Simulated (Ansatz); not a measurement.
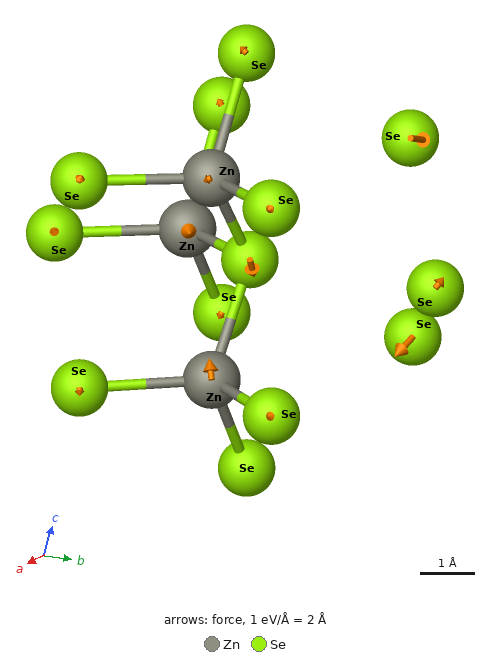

Starting geometry of a defect cell of composition Zn$_{15}$Se$_{16}$ (cell charge −2) with the computed forces as orange arrows. Style: ball-and-stick. Shown: the atoms within 4.2 Å of the atom that moves most (axes of the conventional cell (2 times the calculation's cell)), from a free direction. Lengths and directions refer to the drawn axes.

Case: Zn vacancy (site a), charge -2, atoms relaxed at the host's cell.

Level of theory: DFT r2SCAN, scalar-relativistic, plane waves, PAW in Ansatz.

The input:
```yaml
crystal:
  lattice:
    - [5.66488508, -5.66488508, 5.66488508]
    - [5.66488508, 5.66488508, -5.66488508]
    - [-5.66488508, 5.66488508, 5.66488508]
  atoms:
    - { symbol: Zn, position: [0.4919933764, 0.4985752198, -0.0008255291] }
    - { symbol: Zn, position: [0.7492199155, 0.2491848079, -0.0003664702] }
    - { symbol: Zn, position: [-0.0021524382, 0.7493604129, 0.2421681028] }
    - { symbol: Zn, position: [-0.0010950763, -0.0078746308, 4.96561e-05] }
    - { symbol: Zn, position: [0.2487844903, 0.4986983023, 0.2421707529] }
    - { symbol: Zn, position: [0.5006977278, 0.2430980837, 0.2511686745] }
    - { symbol: Zn, position: [0.7491832066, 0.7489741241, 0.4995186601] }
    - { symbol: Zn, position: [0.7417802527, 8.28462e-05, 0.2500540779] }
    - { symbol: Zn, position: [0.0080155063, 0.5075427658, 0.5070742252] }
    - { symbol: Zn, position: [0.2489371169, 0.2490705865, 0.4995228735] }
    - { symbol: Zn, position: [0.4920157153, 0.7492102029, 0.7481106763] }
    - { symbol: Zn, position: [0.4998360451, 0.000383883, 0.4931568038] }
    - { symbol: Zn, position: [0.7561592732, 0.506465365, 0.7569193438] }
    - { symbol: Zn, position: [0.0064207271, 0.2550731986, 0.7564353749] }
    - { symbol: Zn, position: [0.2495681088, -0.0082407121, 0.7492435178] }
    - { symbol: Se, position: [0.4916868031, -0.0071487096, 0.2394364196], spin: 0.5 }
    - { symbol: Se, position: [0.7482285239, 0.7494254517, 0.2488232165] }
    - { symbol: Se, position: [-0.0002803774, 0.5000305779, 0.249735889] }
    - { symbol: Se, position: [0.2490549357, -0.0015591191, 0.4992794753] }
    - { symbol: Se, position: [0.2495630819, 0.2491484394, 0.249047714] }
    - { symbol: Se, position: [0.4984908424, 0.7493157136, 0.4985606456] }
    - { symbol: Se, position: [0.7505643243, 0.4995952658, 0.5006734213] }
    - { symbol: Se, position: [-7.52458e-05, -0.0012767155, 0.750333672] }
    - { symbol: Se, position: [-0.0012086359, 0.2495947488, 0.4998540144] }
    - { symbol: Se, position: [0.2455871438, 0.745191716, 0.7586048265], spin: 0.5 }
    - { symbol: Se, position: [0.4994678897, 0.499918933, 0.7500581426] }
    - { symbol: Se, position: [0.7487278142, -0.0016421042, -0.0005586403] }
    - { symbol: Se, position: [0.7498091597, 0.2496307578, 0.7494669004] }
    - { symbol: Se, position: [0.0078153263, 0.7488740085, 0.0012603178], spin: 0.5 }
    - { symbol: Se, position: [0.2461814498, 0.5038673391, -0.0033253546], spin: 0.5 }
    - { symbol: Se, position: [0.4985107313, 0.2488634439, -0.0002599137] }
  host:
    lattice:
      - [0.0, 2.83244254, 2.83244254]
      - [2.83244254, 0.0, 2.83244254]
      - [2.83244254, 2.83244254, 0.0]
    atoms:
      - { symbol: Zn, position: [0.0, 0.0, 0.0] }
      - { symbol: Se, position: [0.25, 0.25, 0.25] }
total_charge: -2
basis:
  ecutwfc: 500
  xc_grid: 3
kpoints:
  mp_grid: { grid: [2, 2, 2], shift: [0.5, 0.5, 0.5] }
hamiltonian:
  xc: r2scan
scf:
  occupations: { method: gaussian, width: 0.01 }
output:
  forces: true
  stress: false
  eigenvalues: true
  populations: true
  charged_corrections:
    defect_position: [0.25, 0.75, 0.0]
    epsilon: [[9.4608, 0.0, 0.0], [0.0, 9.4608, 0.0], [0.0, 0.0, 9.4608]]
  write_density: true
  write_potential: true
  elf: true
  volumetric_format: npy
magnetization:
  spin_polarized: true
relax:
  adjacent_minimum: "off"
  f_tol: 0.025
  max_steps: 45
```

Command:
```bash
ansatz run input.yaml --threads 8 --pin off --max-ram 20480MiB --backend cpu --events-out ev --progress --plain --runs-dir out
```

Question: Is this structure relaxed? If not, where do the atoms go?

Answer: It isn't relaxed: the largest force vector, on Se25, is 0.40 eV/Å. The final displacements follow the starting forces only in part (cosine between the two patterns 0.72). After 2 geometry steps the energy has fallen by 49.2 meV per cell of the calculation. Largest force component: 0.38 eV/Å at the start, 0.0026 eV/Å at the end. Se30 moves most: 0.050 Å along [−3 1 −2]. By element the largest moves are Se 0.050 Å, Zn 0.038 Å. The cell doesn't change. Among the contacts that change: Zn1–Se30 2.422 → 2.398 Å, Zn1–Se26 2.474 → 2.492 Å, Zn14–Se24 2.475 → 2.492 Å, Zn14–Se30 2.385 → 2.398 Å. Bond angles that change, for instance: Se30–Zn1–Se31 112.2° → 114.7°. The program noted that the starting moments weren't kept. Cost: 4.8 min on 8 threads of Intel(R) Xeon(R) Platinum 8488C (Sapphire Rapids), with other jobs on the host, peak memory 8.8 GiB.

Limits of the set-up: the cell is charged, on a uniform background, and energies carry no finite-size correction.
